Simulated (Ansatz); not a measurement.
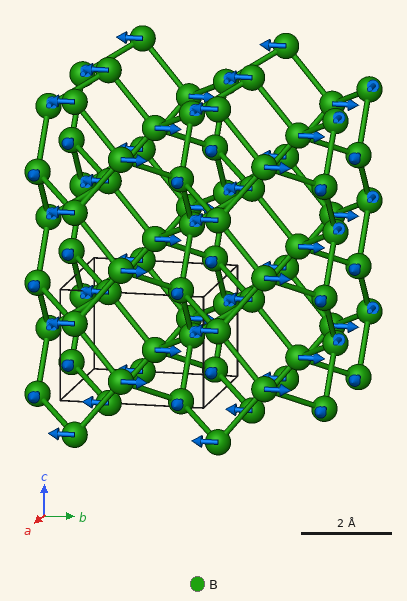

This is a relaxation of crystalline B (a generated structure, set up in P4_122) (coarse preliminary run). The starting structure is drawn; blue arrows show the displacements (the part carried along by the change of the cell is left out), 5 times their true length.

A ball-and-stick model of the cell of the calculation, repeated 2 × 2 × 3 with one cell outlined, seen slightly off an axis.

Level of theory: DFT PBE, scalar-relativistic, plane waves, PAW (Ansatz). Settings: plane-wave cutoff 420 eV; k-point mesh 6 × 6 × 6; occupations gaussian; smearing width 0.1 eV; no spin polarisation; cell and atoms relaxed; force threshold 0.04 eV/Å; at most 70 steps.

Describe the change and its energy.

Answer. The energy falls by 561 meV per atom in 14 accepted moves (16 points after the start). Largest force component: 0.52 eV/Å at the start, 0.0039 eV/Å at the end. The pressure goes from 34.26 to −0.23 GPa. The SCF was repeated twice at an unchanged geometry on a basis and grid sized afresh for the cell, which shifted the energy by 25.3 meV per atom at most. The largest moves relative to the cell, 0.12 Å, are those of B atoms. The drawn cell changes as follows: a = b 3.296 → 4.003 Å (+21.5 %), c 2.544 → 1.866 Å (−26.7 %); the volume changes by +8.2 %. Among the contacts that change: B–B 2.544 → 1.866 Å, B–B 1.659 → 1.802 Å, B–B 1.701 → 1.802 Å. Among the angles between lasting bonds that change: B–B–B 100.2° → 62.4°, B–B–B 97.7° → 116.8°, B–B–B 98.0° → 93.8°. The space group stays P4_122 (No. 91).

Limits of the set-up: the k-point mesh is coarse for a cell with partly filled bands.
